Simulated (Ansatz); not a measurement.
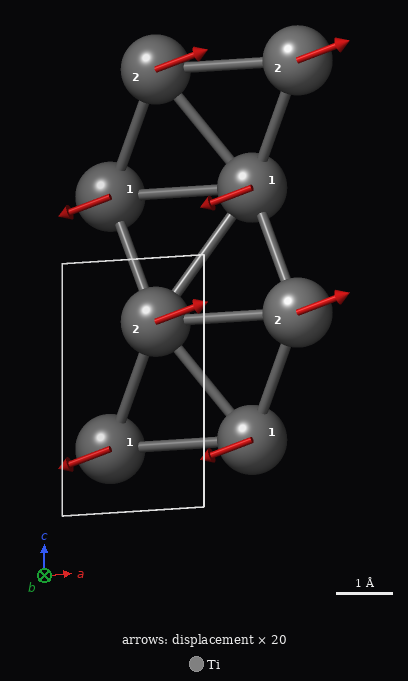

This is a relaxation of crystalline Ti (set up in P-1). The starting structure is drawn; red arrows show the displacements, 20 times their true length.

Style: ball-and-stick. Shown: the cell of the calculation, repeated 2 × 1 × 2 with one cell outlined, along the b axis.

Case: all atoms moved at random, sigma 0.02 Å for each component, cell strained at random, sigma 0.03; relaxed back.

These are results of DFT PBEsol, scalar-relativistic, plane waves, PAW (Ansatz 0.2.0), not measurements. Settings: plane-wave cutoff 420 eV; k-point mesh 12 × 12 × 8; occupations gaussian; smearing width 0.15 eV; no spin polarisation; atoms relaxed in a fixed cell; force threshold 0.01 eV/Å; at most 80 steps.

**Describe the change and its energy.**

The largest moves, 0.054 Å, are those of Ti1 and Ti2. Ti1 goes roughly along [−3 0 −1]. The lattice vectors keep their values. Among the contacts that change: Ti1–Ti2 2.993 → 2.910 Å, Ti1–Ti2 (another image) 2.785 → 2.861 Å, Ti1–Ti2 (another image) 2.893 → 2.931 Å, Ti1–Ti2 (another image) 2.762 → 2.731 Å. The space group stays P-1 (No. 2). After 2 geometry steps the energy has fallen by 8.3 meV per cell of the calculation. The largest force component goes from 0.14 to 0.0025 eV/Å. Cost: 31 s on 1 thread of Intel(R) Xeon(R) 6975P-C (Granite Rapids), on a shared host, peak memory 0.58 GiB.
